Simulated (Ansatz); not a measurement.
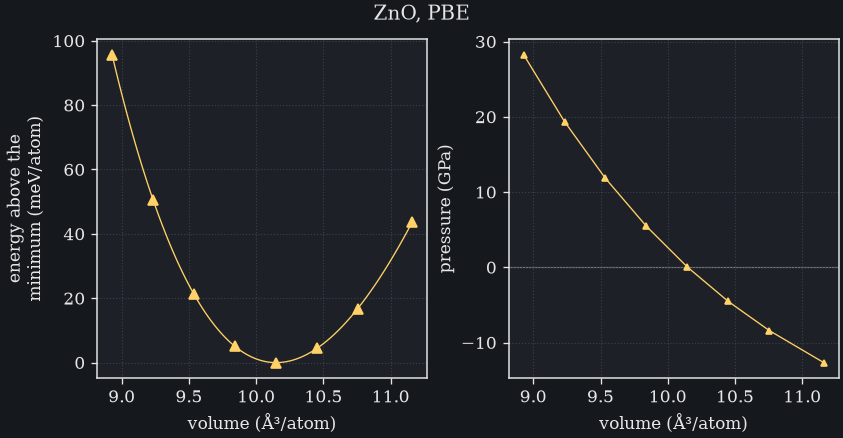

Plotted: energy above the minimum and pressure against volume for ZnO, space group Fm-3m (No. 225) (cell built by us, not taken from a database).

Cell as given: a = 3.062 Å, b = 3.062 Å, c = 3.062 Å, α = 60.00°, β = 60.00°, γ = 60.00°; 2 atoms.

Calculation (Ansatz 0.2.0): third-order Birch-Murnaghan fit to density functional energies at scaled volumes of the given relaxed cell, shape and atoms relaxed at each volume; energies count from the fitted minimum; plane waves with PAW datasets, Γ-centred k mesh. Level: PBE, no spin polarisation.

wave cutoff 420 eV; k mesh 12×12×12; occupations Gaussian; smearing width 0.02 eV.

Q: How stiff is the solid, and where is its volume at rest?

A: A third-order Birch–Murnaghan fit gives V0 = 10.15 Å³/atom, B0 = 165 GPa and B′ = 4.5.

Q: What does the pressure do across the range?

A: It falls from 28.27 GPa at volume 8.928 Å³/atom to −12.67 GPa at 11.160 Å³/atom, and changes sign near 10.15 Å³/atom.

Caveats: a crossing between the sampled k points may be missed.
